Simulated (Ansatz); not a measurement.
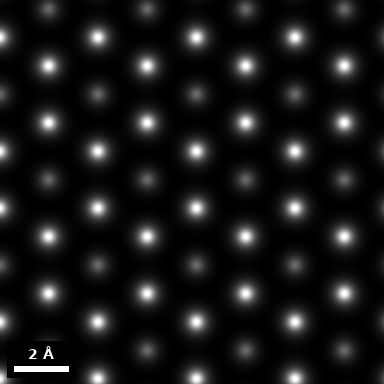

Projected-potential map of ZrB. Computed as the sum of neutral-atom potentials (tabulated electron scattering factors, B = 0.5 Å²) projected along the beam and smoothed by 0.25 Å; brighter is more positive.

Give the net of the columns and its spacings.

Answer. The pattern repeats on a hexagonal net with a repeat of 3.6 Å.

Which plane group does this projection have?

Answer. p6mm: sixfold points with mirror lines through them.

How many columns does the smallest repeating cell hold, and how many levels of brightness?

Answer. 3 columns in the primitive cell of 11.2 Å², with 2 levels of brightness (about 100, 40 % of the brightest, counted from the darkest point).

The crystal is ZrB (P6_3/mmc, No. 194) seen along [001]. Structure: coordinates from a relaxation with DFT r2SCAN, scalar-relativistic, plane waves, PAW (Ansatz 0.2.0); the starting structure was generated, so it need not be a known form of this composition.
